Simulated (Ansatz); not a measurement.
# Cd₄Te₅ (slab): what the fields show

Input

```
crystal:
  lattice:
    - [4.588658479, 0.0, 0.0]
    - [0.0, 4.588658479, 0.0]
    - [0.0, 0.0, 27.9786861081]
  atoms:
    - { symbol: Te, position: [0.0, 0.5, 0.2680611938] }
    - { symbol: Cd, position: [0.5, 0.5, 0.3260458954] }
    - { symbol: Te, position: [0.5, 0.0, 0.3840305969] }
    - { symbol: Cd, position: [0.0, 0.0, 0.4420152985] }
    - { symbol: Te, position: [0.0, 0.5, 0.5] }
    - { symbol: Cd, position: [0.5, 0.5, 0.5579847015] }
    - { symbol: Te, position: [0.5, 0.0, 0.6159694031] }
    - { symbol: Cd, position: [0.0, 0.0, 0.6739541046] }
    - { symbol: Te, position: [0.0, 0.5, 0.7319388062] }
basis:
  ecutwfc: 420
kpoints:
  mp_grid: { grid: [6, 6, 1] }
hamiltonian:
  xc: pbesol
scf:
  occupations: { method: gaussian, width: 0.05 }
output:
  forces: true
  eigenvalues: true
  write_density: true
  write_potential: true
  elf: true
  volumetric_format: npy
relax:
  adjacent_minimum: "off"
  f_tol: 0.02
  max_steps: 60
efield:
  axis: 3
  dipole_correction: true
  ramp_width: 0.04
```

Command:

```sh
ansatz run input.yaml --threads 1 --pin off --max-ram 2560MiB --backend cpu --events-out ev --progress --plain --runs-dir out
```

The fields are those of the relaxed geometry.

These are results of Ansatz, DFT PBEsol, scalar-relativistic, plane waves, PAW, not measurements.

The density is the valence pseudo-density of a PAW calculation; it isn't the true density close to the nuclei.

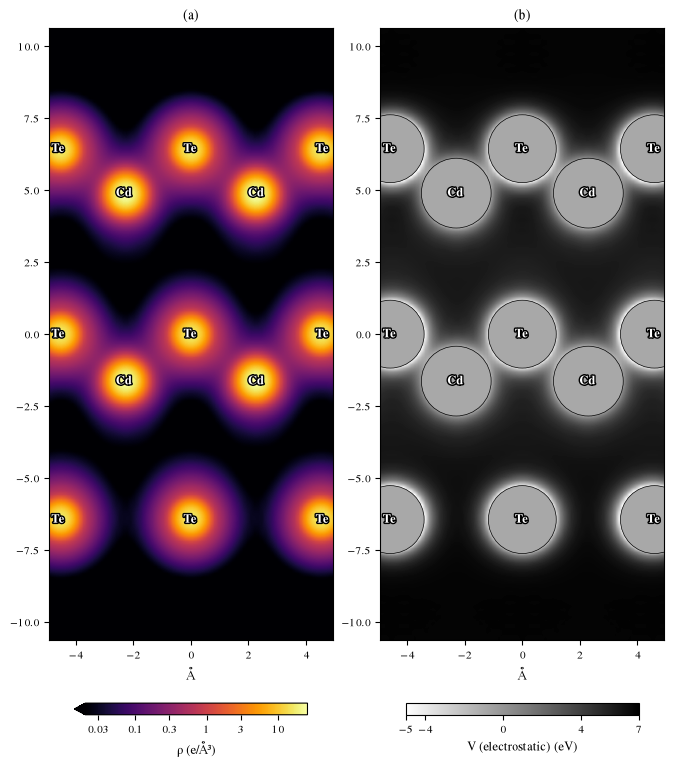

Figure 1. (a) valence charge density (pseudo); (b) electrostatic potential energy of an electron on the (100) plane of the calculation cell, a cut from vacuum to vacuum. Grey discs cover the atomic cores in the potential map.

> Describe what can be read from this map.

Atoms in the plane: Te and Cd. Cd–Te (2.76 Å): the density is about 0.38 e/Å³ at the midpoint. Cd–Te (2.82 Å): ρ at the midpoint is about 0.34 e/Å³. The density dies away to nearly zero in the vacuum. Outside the cores the potential energy rises away from the atoms and is highest in the vacuum; its zero is arbitrary.

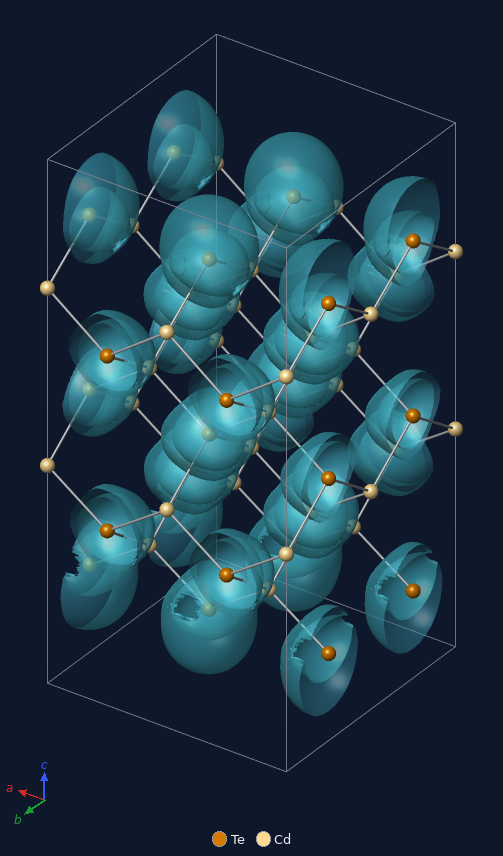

Figure 2. Isosurface of the ELF at 0.6 (cyan), seen at an oblique angle. Only the valence region is drawn (cores and ρ < 0.01 e/Å³ removed). Sticks mark near contacts.

> Identify the bonds, lone pairs and shells in this picture.

The ELF exceeds this value in five regions wrapped around Te (the valence shell of each), counted in one cell of 9 atoms. Counts are for one cell; the picture repeats the cell along the surface. Along the contacts the grid gives the following. Cd–Te (2.76 Å): the ELF is about 0.50 at the midpoint. Cd–Te (2.82 Å): the ELF is about 0.50 at the midpoint.

> Does the calculation make it a metal, or give it a gap?

It is gapless in this calculation (a metal or semimetal).
